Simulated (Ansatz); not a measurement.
**Run report: Ni2Ge, geometry relaxation (part 2 of 2)**

The same run, continued: Ni2Ge (P6₃/mmc, 6 atoms in the cell); DFT r2SCAN, scalar-relativistic, plane waves, PAW, no spin polarisation (Ansatz 0.2.0); cutoff 500 eV, 12×12×8 k-mesh, Gaussian smearing of 0.1 eV. The structure derives from a Materials Project entry.

Geometry of the input (Å; fractional positions):
```
3.9798  0.0000  0.0000
-1.9899  3.4466  0.0000
0.0000  0.0000  5.0239
Ni 0.6667  0.3333  0.2500
Ni 0.3333  0.6667  0.7500
Ni 0.0000  0.0000  0.0000
Ni 0.0000  0.0000  0.5000
Ge 0.6667  0.3333  0.7500
Ge 0.3333  0.6667  0.2500
```

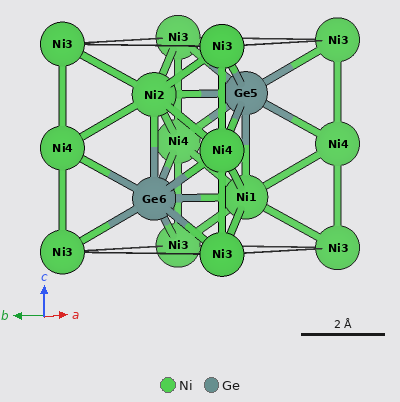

Figure 1. The geometry at step 2 of the log (ball-and-stick view of the cell of the calculation, seen at an oblique angle; atoms are numbered from 1 in the order of the input).

## The program's output, continued
```
relax step   3: F+E_penalty+E_count = -31988.35269096 eV  Δ(F+E_penalty+E_count) = -7.510e-5 eV  max|allowed force component| = 1.927e-16 eV/Å  Δτ_max = 0.0000 Å  P = +0.011 GPa  Ω = 69.039 Å³  energy of the carried Pulay correction = -1.248e-4 eV  (6 SCF iters, dr2 threshold 3.50e-7 eV, accepted)
Initial wavefunctions: pseudopotential atomic-orbital guess (no wavefunctions were taken with the density)
iter 1 solved again at ethr=9.63e-8 eV; its pass at ethr=3.10e-3 eV (dr2=9.63e-5 eV) is discarded
SCF iter   1: F=—  HF=-31988.352806 eV  |F-HF|=—  |Δ(HF+E_count)|=         —  Δρ=5.32e-5  dr2=2.46e-7  dr2_τ=2.44e-8  ethr=9.63e-8  ⟨swp⟩=3.9  Hψ=34665  notcnv=0
preconditioner: auto → Kerker (q_TF=auto, 2.902 Å⁻¹)  [metal: Δε(μ)=0.001 eV  Ē_g=15.020 eV  σ=0.100 eV  W_gap=0.00  n_scr=22 (ndim 8)  ℏωp=36.9 eV  f_vac=0.000  D(μ)=3.69/eV (n_scr^D=34)]
SCF iter   2: F=—  HF=-31988.352807 eV  |F-HF|=—  |Δ(HF+E_count)|=   1.44e-6  Δρ=2.95e-5  dr2=1.75e-7  dr2_τ=9.84e-8  ethr=2.46e-10  ⟨swp⟩=2.4  Hψ=10540  notcnv=0
SCF iter   3: F=—  HF=-31988.352809 eV  |F-HF|=—  |Δ(HF+E_count)|=   1.74e-6  Δρ=4.13e-5  dr2=7.93e-7  dr2_τ=1.85e-8  ethr=1.75e-10  ⟨swp⟩=2.0  Hψ=7667  notcnv=0  recentre
SCF iter   4: F=—  HF=-31988.352809 eV  |F-HF|=—  |Δ(HF+E_count)|=   2.56e-7  Δρ=6.08e-6  dr2=2.47e-8  dr2_τ=4.52e-10  ethr=1.75e-10  ⟨swp⟩=2.0  Hψ=7424  notcnv=0
SCF iter   5: F=—  HF=-31988.352809 eV  |F-HF|=—  |Δ(HF+E_count)|=   1.59e-8  Δρ=5.52e-6  dr2=1.18e-8  dr2_τ=1.21e-9  ethr=2.47e-11  ⟨swp⟩=2.0  Hψ=7184  notcnv=0
SCF iter   6: F=—  HF=-31988.352809 eV  |F-HF|=—  |Δ(HF+E_count)|=   2.14e-8  Δρ=1.73e-6  dr2=1.28e-9  dr2_τ=1.28e-10  ethr=1.18e-11  ⟨swp⟩=2.0  Hψ=7398  notcnv=0
SCF iter   7: F=—  HF=-31988.352809 eV  |F-HF|=—  |Δ(HF+E_count)|=   1.92e-9  Δρ=1.06e-6  dr2=4.98e-10  dr2_τ=1.29e-11  ethr=1.28e-12  ⟨swp⟩=2.4  Hψ=8385  notcnv=0
SCF iter   8: F=-31988.352809 eV  HF=-31988.352809 eV  |F-HF|=2.29e-10  |Δ(HF+E_count)|=  5.82e-11  Δρ=3.85e-7  dr2=2.89e-11  dr2_τ=1.16e-11  ethr=1.00e-12  ⟨swp⟩=5.1  Hψ=30934  notcnv=0
SCF 4 converged in 8 iterations: F = -31988.352809 eV  dr2 = 2.89e-11
relax step   4: F+E_penalty+E_count = -31988.35280924 eV  Δ(F+E_penalty+E_count) = -1.183e-4 eV  max|allowed force component| = 2.066e-16 eV/Å  Δτ_max = 0.0000 Å  P = +0.011 GPa  Ω = 69.039 Å³  stress off target by 1.41e-2 GPa  SCF on the basis re-selected at this cell (its energy is not comparable with the rows above)  (8 SCF iters)
basis re-selected at this cell: Δ(F+E_penalty+E_count) = -1.183e-4 eV, ΔP = +0.001 GPa vs the last step (what re-selecting the basis moved, of the pressure what is left beyond the Pulay correction that the steps carried, after the strain that the cell walked since its last selection, with what the two solves' SCF thresholds leave and, on support functions, any second-order correction that the steps lacked; it is no measure of the basis error at this ecutwfc). This SCF's stress stands 1.41e-2 GPa from its target on what of the cell is left free (relax.cell.stress_tol is 5.00e-2 GPa) and its largest allowed force component is 2.07e-16 eV/Å (relax.f_tol is 5.00e-3 eV/Å): within both
SCF converged after 8 iterations
Free energy (F): -31988.352809 eV
Harris-Foulkes:  -31988.352809 eV  (|F-HF|=2.29e-10)
Internal energy: -31988.334363 eV  (E = F + TS)
E sigma→0 (E₀):  -31988.343586 eV
Entropy (-TS):   -0.018446 eV (-3.074 meV/atom)
Fermi energy:    18.039253 eV
--- Per-component energies (eV) ---
  E_band       = -1301.687313
  E_kinetic    = 1367.206878
  E_local      = -17846.410370  (includes V_loc(G=0)·N_el)
  E_nonlocal   = 3425.773469
  E_hartree    = 7627.092880
  E_xc         = -455.758829
  E_vxc        = -607.837807  (∫ρ·V_xc dr)
  E_paw        = -10668.770077  (= ΣΔE_a)
  E_vpaw       = -2937.295339  (= ΣTr[D̂ρ^β])
  E_aug_tail   = 0.000955  (compensation charges beyond the density's cutoff)
  E_vtau       = 42.689932  (kinetic-family band-sum trace: ∫τ·v_τ [+ j·A + Jᵃ·Aᵃ] dr)
  E_ewald      = -15434.097464
  E_core_change = -3.371806  (= ΣΔE_core)
  E_smearing   = -0.018446  (= −TS)
  E_closure    = -0.000000  (closes the sum)
  Σ components = -31988.352809   (vs F -31988.352809, Δ=0.00e0)
--- Forces (eV/Å), atoms counted from 1 ---
  atom   1  Ni    -0.00000000    -0.00000000    -0.00000000
  atom   2  Ni     0.00000000     0.00000000     0.00000000
  atom   3  Ni    -0.00000000    -0.00000000     0.00000000
  atom   4  Ni    -0.00000000    -0.00000000     0.00000000
  atom   5  Ge    -0.00000000    -0.00000000    -0.00000000
  atom   6  Ge     0.00000000     0.00000000     0.00000000
  max |Σ_I F_I| component: 3.70e-17 eV/Å
--- Stress (GPa, compression-positive) ---
        0.014065      -0.000000      -0.000000
        0.000000       0.014065       0.000000
       -0.000000       0.000000       0.006131
  P = ⅓ Tr σ = 0.0114 GPa (0.114 kbar)
--- Band table (eV; the first three rows and the last of 95) ---
  k-point 0: bands = ["-88.9692", "-88.9686", "-88.6873", "-88.6775", "-47.9629", "-47.9629", "-47.9611", "-47.9611", "-47.8359", "-47.8326", "-47.6979", "-47.6161", "-47.6161", "-47.6091", "-47.6091", "-47.5901", "-7.5190", "-7.5092", "-7.4879", "-7.4879", "-7.4527", "-7.4527", "-7.4491", "-7.4491", "-7.4488", "-7.4488", "4.4720", "8.7700", "11.4247", "12.9648", "12.9648", "14.1411", "14.1411", "14.4443", "14.5737", "14.5737", "15.0156", "15.0156", "16.0518", "16.0518", "16.3262", "16.7576", "16.7576", "16.7790", "16.7790", "16.9935", "17.4307", "17.4307", "18.1492", "20.4885", "20.8437", "20.8437", "21.0374", "21.0374", "21.3980", "22.7667", "22.7667", "22.8690", "27.1320", "27.1320"]
  k-point 1: bands = ["-88.9691", "-88.9686", "-88.6869", "-88.6779", "-47.9628", "-47.9628", "-47.9612", "-47.9612", "-47.8359", "-47.8327", "-47.6938", "-47.6158", "-47.6158", "-47.6094", "-47.6094", "-47.5942", "-7.5181", "-7.5090", "-7.4871", "-7.4871", "-7.4569", "-7.4569", "-7.4483", "-7.4483", "-7.4462", "-7.4462", "4.5677", "8.3772", "11.7791", "12.9862", "12.9862", "14.0073", "14.0073", "14.4624", "14.6767", "14.6767", "15.0116", "15.0116", "16.1130", "16.1130", "16.2688", "16.7594", "16.7594", "16.7724", "16.7724", "17.0014", "17.3870", "17.3870", "18.2827", "20.5354", "20.8775", "20.8775", "21.0262", "21.1403", "21.1403", "22.6426", "22.6426", "23.2517", "26.1915", "26.1915"]
  k-point 2: bands = ["-88.9691", "-88.9687", "-88.6858", "-88.6789", "-47.9626", "-47.9626", "-47.9614", "-47.9614", "-47.8356", "-47.8332", "-47.6821", "-47.6151", "-47.6151", "-47.6101", "-47.6101", "-47.6059", "-7.5158", "-7.5087", "-7.4847", "-7.4847", "-7.4631", "-7.4631", "-7.4468", "-7.4468", "-7.4437", "-7.4437", "4.8524", "7.5738", "12.4785", "13.0517", "13.0517", "13.7678", "13.7678", "14.4589", "14.8274", "14.8274", "15.0050", "15.0050", "16.1525", "16.2774", "16.2774", "16.7557", "16.7557", "16.7660", "16.7660", "16.9010", "17.2616", "17.2616", "18.7329", "20.4561", "20.7560", "20.9805", "20.9805", "21.4148", "21.4148", "22.3793", "22.3793", "23.8029", "24.9761", "24.9761"]
  k-point 94: bands = ["-88.9687", "-88.9687", "-88.6825", "-88.6825", "-47.9637", "-47.9637", "-47.9624", "-47.9624", "-47.8362", "-47.8362", "-47.6428", "-47.6428", "-47.6146", "-47.6146", "-47.6091", "-47.6091", "-7.5068", "-7.5068", "-7.4732", "-7.4732", "-7.4681", "-7.4681", "-7.4515", "-7.4515", "-7.4487", "-7.4487", "8.0608", "8.0608", "11.2065", "11.2065", "12.1333", "12.1333", "14.2553", "14.2553", "15.1356", "15.1356", "15.3098", "15.3098", "15.6313", "15.6313", "15.8870", "15.8870", "16.4976", "16.4976", "16.7369", "16.7369", "16.8944", "16.8944", "16.9077", "16.9077", "17.8129", "17.8129", "23.5664", "23.5664", "24.7780", "24.7780", "26.3445", "26.3445", "27.3016", "27.3016"]
--- Relaxed structure (3 steps of the walk, 3 accepted, 1 SCFs on fresh bases) ---
  F+E_penalty+E_count = -31988.35280924 eV   max|allowed force component| = 2.066e-16 eV/Å   (the final SCF, on the basis selected at the relaxed cell)
  cell:  # Å, volume = 69.0391 Å³
    - [3.9781405259560727, -2.8855479229171215e-11, 0.0]
    - [-1.9890702629530468, 3.445170755316775, 0.0]
    - [0.0, 0.0, 5.037375526571932]
  atoms:
    - { symbol: Ni, position: [0.6666666666666665, 0.3333333333333332, 0.24999999999999997] }
    - { symbol: Ni, position: [0.33333333333333326, 0.6666666666666664, 0.7499999999999999] }
    - { symbol: Ni, position: [2.6614536468317737e-36, 9.94371953818411e-36, 3.194626910091766e-36] }
    - { symbol: Ni, position: [-4.0971029225401964e-36, 4.996112743529916e-36, 0.49999999999999994] }
    - { symbol: Ge, position: [0.6666666666666665, 0.3333333333333332, 0.7499999999999999] }
    - { symbol: Ge, position: [0.33333333333333326, 0.6666666666666664, 0.24999999999999997] }
```

## Trajectory as extended XYZ (Å, eV, eV/Å), 4 frames, from step=1 to step=4
```
6
Lattice="3.9798 0.0000 0.0000 -1.9899 3.4466 0.0000 0.0000 0.0000 5.0239" Properties=species:S:1:pos:R:3:forces:R:3 step=1 energy=-31988.35241 pressure_GPa=0.31
Ni    1.9899    1.1489    1.2560    0.0000   0.0000   0.0000
Ni    0.0000    2.2977    3.7679    0.0000   0.0000   0.0000
Ni    0.0000    0.0000    0.0000    0.0000   0.0000   0.0000
Ni    0.0000    0.0000    2.5119    0.0000   0.0000   0.0000
Ge    1.9899    1.1489    3.7679    0.0000   0.0000   0.0000
Ge    0.0000    2.2977    1.2560    0.0000   0.0000   0.0000
6
Lattice="3.9797 0.0000 0.0000 -1.9898 3.4465 0.0000 0.0000 0.0000 5.0299" Properties=species:S:1:pos:R:3:forces:R:3 step=2 energy=-31988.35262 pressure_GPa=0.11
Ni    1.9898    1.1488    1.2575    0.0000   0.0000   0.0000
Ni    0.0000    2.2977    3.7724    0.0000   0.0000   0.0000
Ni    0.0000    0.0000    0.0000    0.0000   0.0000   0.0000
Ni    0.0000    0.0000    2.5150    0.0000   0.0000   0.0000
Ge    1.9898    1.1488    3.7724    0.0000   0.0000   0.0000
Ge    0.0000    2.2977    1.2575    0.0000   0.0000   0.0000
6
Lattice="3.9781 0.0000 0.0000 -1.9891 3.4452 0.0000 0.0000 0.0000 5.0374" Properties=species:S:1:pos:R:3:forces:R:3 step=3 energy=-31988.35269 pressure_GPa=0.01
Ni    1.9891    1.1484    1.2593    0.0000   0.0000   0.0000
Ni    0.0000    2.2968    3.7780    0.0000   0.0000   0.0000
Ni    0.0000    0.0000    0.0000    0.0000   0.0000   0.0000
Ni    0.0000    0.0000    2.5187    0.0000   0.0000   0.0000
Ge    1.9891    1.1484    3.7780    0.0000   0.0000   0.0000
Ge    0.0000    2.2968    1.2593    0.0000   0.0000   0.0000
6
Lattice="3.9781 0.0000 0.0000 -1.9891 3.4452 0.0000 0.0000 0.0000 5.0374" Properties=species:S:1:pos:R:3:forces:R:3 step=4 energy=-31988.35281 pressure_GPa=0.01
Ni    1.9891    1.1484    1.2593    0.0000   0.0000   0.0000
Ni    0.0000    2.2968    3.7780    0.0000   0.0000   0.0000
Ni    0.0000    0.0000    0.0000    0.0000   0.0000   0.0000
Ni    0.0000    0.0000    2.5187    0.0000   0.0000   0.0000
Ge    1.9891    1.1484    3.7780    0.0000   0.0000   0.0000
Ge    0.0000    2.2968    1.2593    0.0000   0.0000   0.0000
```

## Summary

| quantity | value |
| --- | --- |
| outcome | converged |
| space group (tolerance 0.01 Å) | P6₃/mmc (194) |
| electrons treated | 100 |
| free energy | −31988.3528 eV |
| Fermi energy | 18.039 eV |
| gap on the k-point mesh | none (metallic) |
| pressure | 0.01 GPa |
| final volume | 69.04 Å³ |
| largest force (length of the vector) at the end | under 0.001 eV/Å |
| final cell | a = 3.978 Å, b = 3.978 Å, c = 5.037 Å, α = 90.00°, β = 90.00°, γ = 120.00° |
| hardware | 2 threads of Intel Xeon (Granite Rapids), 32 GiB of memory available, shared host |
| wall time | 52 s (CPU time 1.7 min) |
| peak memory | 0.83 GiB |

The run has no spin polarisation, so a magnetic state may lie lower.
